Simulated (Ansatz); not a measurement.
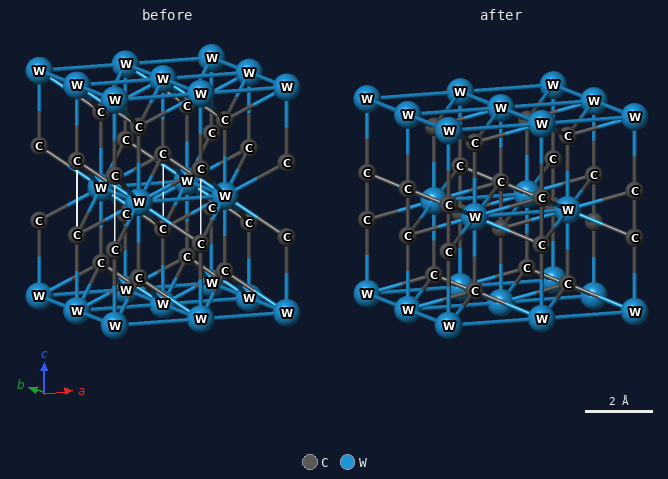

The structure of crystalline WC2 (a generated structure, set up in I4/mmm) (coarse preliminary run) before (left) and after (right) a relaxation, at one scale.

The picture is a ball-and-stick view of the conventional cell (2 times the calculation's cell), repeated 2 × 2 × 1 with one cell outlined, seen slightly off an axis. Lengths and directions refer to the drawn axes.

Case: Si → C on all its sites, cell and atoms relaxed.

Theory: Ansatz 0.2.0, DFT PBE, scalar-relativistic, plane waves, PAW. (plane-wave cutoff 420 eV; k-point mesh 10 × 10 × 10; occupations gaussian; smearing width 0.1 eV; no spin polarisation; cell and atoms relaxed; force threshold 0.05 eV/Å; at most 60 steps)

Describe what moved and what it gained.

Answer. The largest moves relative to the cell, 0.27 Å, are those of C atoms. W stays in place. The volume changes by +0.9 %, with a = b 2.829 → 3.057 Å (+8.1 %), c 6.891 → 5.956 Å (−13.6 %). Some distances before and after: C–C 2.280 → 1.431 Å, W–W 2.829 → 3.057 Å, C–W 2.306 → 2.263 Å. New bonds form: C–C (2.28 → 1.43 Å). Among the angles between lasting bonds that change: W–C–W 120.6° → 143.4°, W–C–W 119.7° → 108.3°, W–C–W 75.8° → 84.3°. The space group stays I4/mmm (No. 139). The energy falls by 191 meV per atom in 11 accepted moves (15 points after the start). The largest force component goes from 0.74 to 0.00038 eV/Å. Pressure: −9.40 GPa at the start and 0.05 GPa at the end. The line search rejected the trial steps at points 5, 9 of the run. At 2 points the geometry stayed and the basis and grid were re-selected for the new cell (energy shift of 4.4 meV per atom at most each time).
